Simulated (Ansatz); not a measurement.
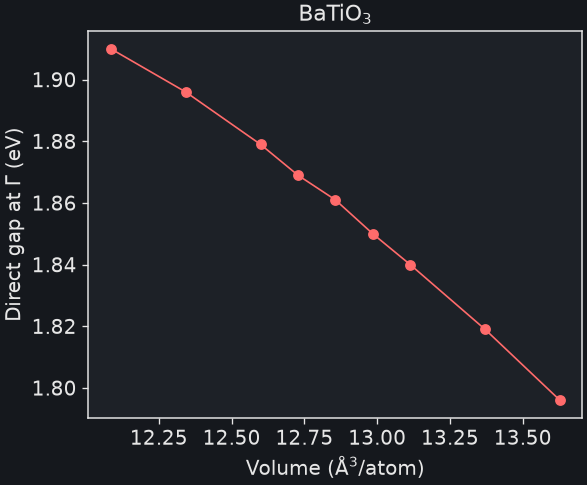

Direct gap at Γ.

System: BaTiO$_{3}$, space group P4/mmm (No. 123), 5 atoms in the cell. The cell is scaled at fixed shape and fractional positions. At 12.86 Å³/atom, a = 4.000 Å, c = 4.018 Å (tetragonal axes). Computed with Ansatz 0.2.0: PBEsol, all-electron LAPW, no spin polarisation, no spin-orbit coupling, 7×7×7 k mesh, Fermi-Dirac smearing of 0.03 eV.

### How does this gap move from 12.08 Å³/atom to 13.63 Å³/atom?

Γ falls by 0.11 eV.

### What is the deformation potential dE/d ln V?

A straight line against ln V has a slope of −1.0 eV at Γ.

The values:
| volume | Γ (eV) | pressure (GPa) |
| --- | --- | --- |
| 12.08 Å³/atom | 1.91 | 6.8 |
| 12.34 Å³/atom | 1.90 | 2.6 |
| 12.60 Å³/atom | 1.88 | −1.2 |
| 12.73 Å³/atom | 1.87 | −2.9 |
| 12.86 Å³/atom | 1.86 | −4.6 |
| 12.98 Å³/atom | 1.85 | −6.1 |
| 13.11 Å³/atom | 1.84 | −7.6 |
| 13.37 Å³/atom | 1.82 | −10.3 |
| 13.63 Å³/atom | 1.80 | −12.7 |

The smallest gap over all k points computed is 1.91, 1.90, 1.86, 1.84, 1.82, 1.79, 1.77, 1.73 and 1.69 eV in turn; it lies up to 0.11 eV under the lowest value plotted. LDA, GGA and most meta-GGA functionals understate gaps. A mesh with an odd division misses points of the zone boundary, where a smaller gap can lie.
